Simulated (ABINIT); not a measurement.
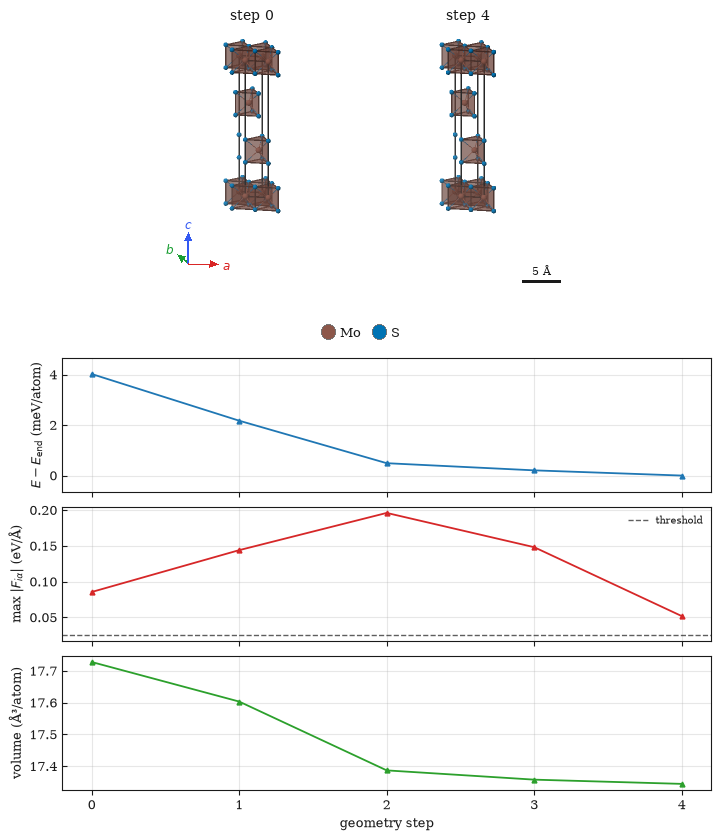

First and last geometry of a relaxation of crystalline MoS$_{2}$ (set up in R3m), with the history of the run. Style: polyhedral. Shown: the conventional cell (3 times the calculation's cell), slightly off an axis. Lengths and directions refer to the drawn axes.

The run lets cell and atoms move.

Theory: Kohn-Sham DFT of a periodic cell, LDA, JTH PAW LDA v2.0 in ABINIT 10.8.3.

Input file:
```
# Pseudopotentials
pp_dirpath "./"
pseudos "Mo.LDA_PW-JTH.xml, S.LDA_PW-JTH.xml"

# Structure
acell 6.4149071181 6.4149071181 6.414907118 Angstrom
rprim
     0.2463013058     0.1422021252     0.9587044499
    -0.2463013058     0.1422021252     0.9587044499
     0.0000000000    -0.2844042504     0.9587044499
ntypat 2
znucl 42 16
natom 3
typat 1 2 2
xred
     0.0000000000     0.0000000000     0.0000000000
     0.4170000000     0.4170000000     0.4170000000
     0.2500000000     0.2500000000     0.2500000000
chkprim 0
chksymtnons 0
tolsym 1.0e-6

# Plane-wave basis
ecut 20.0
pawecutdg 40.0

# k points
kptopt 1
ngkpt 8 8 8
nshiftk 1
shiftk 0.0 0.0 0.0

# Exchange and correlation
ixc 7

# Bands and occupations
nband 17
occopt 3
tsmear 0.05 eV

# SCF cycle
nstep 100
tolvrs 1.0e-9

# Output
iomode 3
prtwf 0
prtden 0
prteig 0
prtebands 0
enunit 1

# Relaxation
ionmov 2
ntime 60
tolmxf 0.0005
optcell 2
dilatmx 1.08
ecutsm 0.5
```

Run as
```bash
abinit run.abi > log 2>&1
```

Question: Read the history and describe the run.

Answer: The run was cut off at its time limit before the relaxation converged, so the last structure is only a point on the way. The energy falls by 4.0 meV per atom in 4 geometry steps. The largest force component goes from 0.086 to 0.052 eV/Å. The pressure goes from −2.30 to −0.05 GPa. The atom that moves furthest relative to the cell is an S atom (0.011 Å along −c). Largest moves by element: S 0.011 Å, Mo 0.002 Å. The drawn cell changes as follows: a = b 3.160 → 3.124 Å (−1.1 %), c 18.450 → 18.466 Å (+0.1 %); the volume changes by −2.2 %. Among the contacts that change: Mo–S 2.386 → 2.380 Å. The space group stays R3m (No. 160). Cost: 41 min on 1 thread of Intel(R) Xeon(R) Processor @ 2.50GHz (Skylake/Cascade Lake), on a shared host, peak memory 0.28 GiB.

```
step  E − E(0), meV/atom  largest force component, eV/Å  pressure, GPa  volume, Å³/atom
   0                0.00                         0.0856          -2.30           17.728
   1               -1.85                         0.1441          -1.28           17.603
   2               -3.53                         0.1961           0.28           17.387
   3               -3.82                         0.1482           0.27           17.358
   4               -4.02                         0.0519          -0.05           17.344
```
